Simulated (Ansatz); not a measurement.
**What a change does: single-point calculation on W**

System: W (2 atoms in the cell).
Method of run 1: DFT, LDA (PW92), plane waves (420 eV) with PAW, scalar-relativistic, no spin polarisation (Ansatz 0.2.0).

Text and figures count atoms from 1; the logs count them from 0 in places.

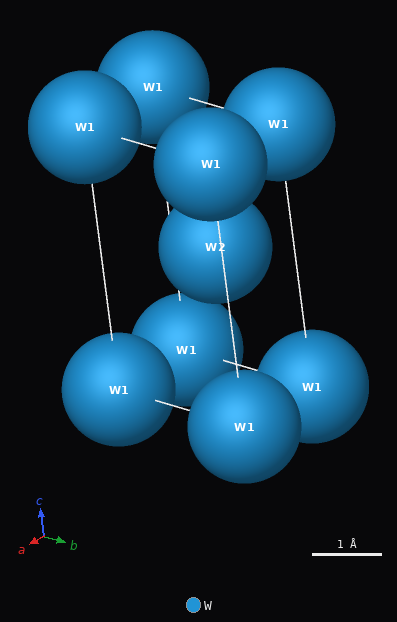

**Figure 1.** The input geometry (spheres-only view of the reduced cell, seen slightly off an axis; atoms are numbered from 1 in the order of the input).

## Input, run 1
```yaml
crystal:
  lattice:
    - [-1.8004400483, 1.8006099746, 1.2694553906]
    - [1.8006099746, -1.8004400483, 1.2694553906]
    - [3.0259762402, 3.0259762402, -1.2691441704]
  atoms:
    - { symbol: W, position: [2.23358e-05, 0.9999776642, 0.0] }
    - { symbol: W, position: [0.7499776642, 0.2500223358, 0.5] }
hamiltonian:
  xc: lda
  pseudopotentials:
    kind: paw
    azcp:
      W: "pseudopotentials/W.paw.azcp"
basis:
  ecutwfc: 420
  fft_grid_basis: typed
kpoints:
  mp_grid: { grid: [15, 15, 8], shift: [0, 0, 0] }
magnetization:
  spin_polarized: false
scf:
  occupations: { method: fermi_dirac, width: 0.1 }
  lower_state_search: "off"
output:
  stress: true
```

Hardware: 2 threads of an x86-64 CPU, shared host.

## Output, shortened to warnings, some set-up lines, iterations and results (run 1)
```
Warning: [file] the record states the generating functional pbe (its physics header spells it `PBE`), which answers neither for hamiltonian.xc's functional nor for the lda family's — results may be inconsistent (PPs are generated against a specific XC)
Basis set: ecut = 420 eV, 551 PW (Γ)
Symmetry: 4 space group operations
k-points: 488 of 1800
Initial density: superposition of atomic densities (neutral atoms: chi_scale 0, normalization atom), corrected by the library's trained network
[...]
SCF iter   1: F=—  HF=-20258.569331 eV  |F-HF|=—  |Δ(HF+E_count)|=         —  Δρ=7.71e-3  dr2=8.46e-3  ethr=1.77e-3  ⟨swp⟩=5.1  Hψ=39313  notcnv=0
SCF iter   2: F=—  HF=-20258.568286 eV  |F-HF|=—  |Δ(HF+E_count)|=   1.04e-3  Δρ=4.56e-3  dr2=3.19e-3  ethr=3.02e-5  ⟨swp⟩=1.6  Hψ=13734  notcnv=0
SCF iter   3: F=—  HF=-20258.567448 eV  |F-HF|=—  |Δ(HF+E_count)|=   8.39e-4  Δρ=3.09e-4  dr2=1.16e-5  ethr=1.14e-5  ⟨swp⟩=2.1  Hψ=12021  notcnv=0
SCF iter   4: F=—  HF=-20258.567446 eV  |F-HF|=—  |Δ(HF+E_count)|=   1.57e-6  Δρ=7.76e-5  dr2=1.49e-6  ethr=4.14e-8  ⟨swp⟩=2.0  Hψ=15834  notcnv=0
SCF iter   5: F=-20258.567446 eV  HF=-20258.567446 eV  |F-HF|=9.30e-9  |Δ(HF+E_count)|=   6.26e-7  Δρ=1.17e-5  dr2=2.14e-8  ethr=5.32e-9  ⟨swp⟩=2.1  Hψ=14248  notcnv=0
SCF iter   6: F=-20258.567446 eV  HF=-20258.567446 eV  |F-HF|=6.91e-11  |Δ(HF+E_count)|=   2.03e-9  Δρ=1.26e-6  dr2=2.37e-10  ethr=7.66e-11  ⟨swp⟩=2.0  Hψ=32320  notcnv=0
SCF 1 converged in 6 iterations: F = -20258.567446 eV  dr2 = 2.37e-10
SCF converged after 6 iterations
Free energy (F): -20258.567446 eV
Harris-Foulkes:  -20258.567446 eV  (|F-HF|=6.91e-11)
Internal energy: -20258.532857 eV  (E = F + TS)
E sigma→0 (E₀):  -20258.550151 eV
Entropy (-TS):   -0.034589 eV (-17.295 meV/atom)
Fermi energy:    25.701996 eV
--- Per-component energies (eV) ---
  E_band       = -71.741286
  E_kinetic    = 918.351643
  E_local      = -1034.802956  (includes V_loc(G=0)·N_el)
  E_nonlocal   = 15.819263
  E_hartree    = 388.210934
  E_xc         = -535.759427
  E_vxc        = -485.120783  (∫ρ·V_xc dr)
  E_paw        = -16621.270013  (= ΣΔE_a)
  E_vpaw       = -262.410738  (= ΣTr[D̂ρ^β])
  E_aug_tail   = -0.000127  (compensation charges beyond the density's cutoff)
  E_ewald      = -3389.648478
  E_core_change = 0.566306  (= ΣΔE_core)
  E_smearing   = -0.034589  (= −TS)
  E_closure    = 0.000000  (closes the sum)
  Σ components = -20258.567446   (vs F -20258.567446, Δ=0.00e0)
--- Stress (GPa, compression-positive) ---
       52.441155       2.200991      -0.054906
        2.200991      52.441155      -0.054906
       -0.054906      -0.054906      51.734539
  P = ⅓ Tr σ = 52.2056 GPa (522.056 kbar)
```

The input of run 2 differs as follows (lines with − go, lines with + come):
```diff
-    - [-1.8004400483, 1.8006099746, 1.2694553906]
-    - [1.8006099746, -1.8004400483, 1.2694553906]
-    - [3.0259762402, 3.0259762402, -1.2691441704]
+    - [-1.9511490562, 1.9513332064, 1.3757173917]
+    - [1.9513332064, -1.9511490562, 1.3757173917]
+    - [3.2792709151, 3.2792709151, -1.3753801202]
```

How does run 2 compare with run 1?

With the same functional and potentials, run 2 lies 91.8 meV per atom lower. The pressure goes from 52.21 to −28.36 GPa. The volume per atom goes from 13.83 to 17.61 Å³. The number of SCF iterations is the same. The plane waves at Γ go from 551 to 667.

## Output, shortened to warnings, some set-up lines, iterations and results (run 2)
```
Warning: [file] the record states the generating functional pbe (its physics header spells it `PBE`), which answers neither for hamiltonian.xc's functional nor for the lda family's — results may be inconsistent (PPs are generated against a specific XC)
Basis set: ecut = 420 eV, 667 PW (Γ)
Symmetry: 4 space group operations
k-points: 488 of 1800
Initial density: superposition of atomic densities (neutral atoms: chi_scale 0, normalization atom), corrected by the library's trained network
[...]
SCF iter   1: F=—  HF=-20258.751691 eV  |F-HF|=—  |Δ(HF+E_count)|=         —  Δρ=6.40e-3  dr2=7.07e-3  ethr=1.77e-3  ⟨swp⟩=5.0  Hψ=35904  notcnv=0
SCF iter   2: F=—  HF=-20258.751633 eV  |F-HF|=—  |Δ(HF+E_count)|=   5.81e-5  Δρ=3.75e-3  dr2=2.67e-3  ethr=2.52e-5  ⟨swp⟩=2.2  Hψ=14730  notcnv=0
SCF iter   3: F=—  HF=-20258.751124 eV  |F-HF|=—  |Δ(HF+E_count)|=   5.09e-4  Δρ=3.28e-4  dr2=2.40e-5  ethr=9.52e-6  ⟨swp⟩=2.0  Hψ=11558  notcnv=0
SCF iter   4: F=—  HF=-20258.751114 eV  |F-HF|=—  |Δ(HF+E_count)|=   9.44e-6  Δρ=6.85e-5  dr2=9.86e-7  ethr=8.58e-8  ⟨swp⟩=2.0  Hψ=15478  notcnv=0
SCF iter   5: F=-20258.751114 eV  HF=-20258.751114 eV  |F-HF|=6.32e-9  |Δ(HF+E_count)|=   1.81e-7  Δρ=1.31e-5  dr2=3.26e-8  ethr=3.52e-9  ⟨swp⟩=2.0  Hψ=11590  notcnv=0
SCF iter   6: F=-20258.751114 eV  HF=-20258.751114 eV  |F-HF|=3.17e-10  |Δ(HF+E_count)|=  4.40e-10  Δρ=2.45e-6  dr2=9.66e-10  ethr=1.16e-10  ⟨swp⟩=2.2  Hψ=28604  notcnv=0
SCF 1 converged in 6 iterations: F = -20258.751114 eV  dr2 = 9.66e-10
SCF converged after 6 iterations
Free energy (F): -20258.751114 eV
Harris-Foulkes:  -20258.751114 eV  (|F-HF|=3.17e-10)
Internal energy: -20258.714077 eV  (E = F + TS)
E sigma→0 (E₀):  -20258.732596 eV
Entropy (-TS):   -0.037037 eV (-18.519 meV/atom)
Fermi energy:    19.425246 eV
--- Per-component energies (eV) ---
  E_band       = -240.950067
  E_kinetic    = 892.635610
  E_local      = -1369.728535  (includes V_loc(G=0)·N_el)
  E_nonlocal   = 12.586015
  E_hartree    = 478.343929
  E_xc         = -526.681076
  E_vxc        = -473.536941  (∫ρ·V_xc dr)
  E_paw        = -16618.608080  (= ΣΔE_a)
  E_vpaw       = -259.593144  (= ΣTr[D̂ρ^β])
  E_aug_tail   = -0.000132  (compensation charges beyond the density's cutoff)
  E_ewald      = -3127.828113
  E_core_change = 0.566306  (= ΣΔE_core)
  E_smearing   = -0.037037  (= −TS)
  E_closure    = 0.000000  (closes the sum)
  Σ components = -20258.751114   (vs F -20258.751114, Δ=0.00e0)
--- Stress (GPa, compression-positive) ---
      -28.268734      -1.663082      -0.002905
       -1.663082     -28.268734      -0.002905
       -0.002905      -0.002905     -28.527850
  P = ⅓ Tr σ = -28.3551 GPa (-283.551 kbar)
```

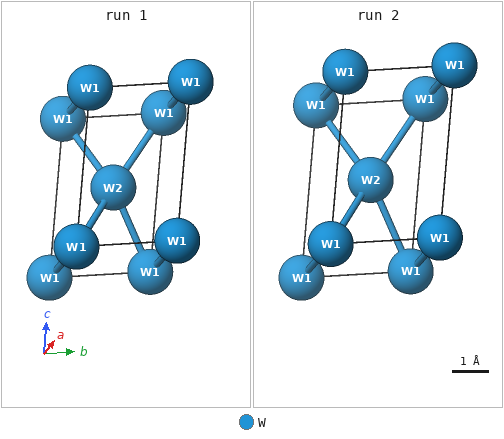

**Figure 2.** The two input geometries at one scale (ball-and-stick view of the reduced cell, seen at an oblique angle). The atoms keep their places relative to the cell (all moves are under 0.005 Å). The drawn cell changes as follows: a 2.539 → 2.751 Å (+8.4 %), b 2.845 → 3.083 Å (+8.4 %), c 4.464 → 4.837 Å (+8.4 %); the volume changes by +27.3 %. Among the contacts that change: W1–W2 2.570 → 2.785 Å, W1–W1 2.539 → 2.751 Å.

## The two runs side by side

```tsv
quantity	run 1	run 2
outcome	converged	converged
free energy per atom (eV)	−10129.2837	−10129.3756
energy per atom, smearing taken to zero (eV)	−10129.2751	−10129.3663
pressure (GPa)	52.21	−28.36
volume per atom (Å³)	13.83	17.61
SCF iterations	6	6
irreducible k-points	488	488
plane waves at Γ	551	667
wall time (shared host)	3 s	3.7 s
```

For both runs: Warnings: the PAW datasets were made with another functional. Spin–orbit coupling is left out, which matters for W. For run 1: The cell is under a pressure of 52 GPa at this level, so it is not at its equilibrium volume. For run 2: The cell is under a tension of 28 GPa at this level, so it is not at its equilibrium volume.
